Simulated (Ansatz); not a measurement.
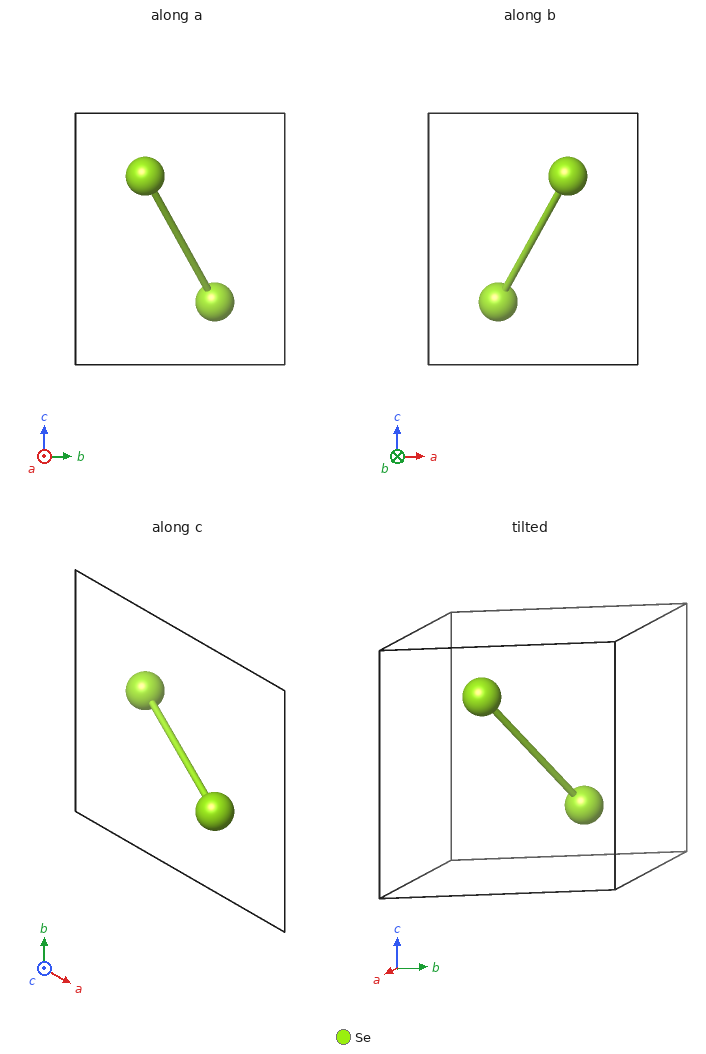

We look at a ball-and-stick model of the crystal along the a axis, along the b axis, along the c axis and slightly off an axis. The lines enclose the conventional unit cell; boundary atoms appear with their images.

Lattice parameters: a = 3.701 Å, b = 3.701 Å, c = 3.856 Å, α = 90.00°, β = 90.00°, γ = 120.00°. Put a along x and b in the xy plane.

Question: Transcribe the picture into a POSCAR file.

Answer:
```
Se
1.0
     3.701    0.000    0.000
    -1.850    3.205    0.000
     0.000    0.000    3.856
Se
2
Direct
  0.3333 0.6667 0.2500
  0.6667 0.3333 0.7500
```

The structure comes from a structure type filled with this element by a generator (whether the element takes this form wasn't checked). Atoms and cell were optimised with DFT, revPBE, plane waves (420 eV) with PAW, scalar-relativistic (Ansatz).
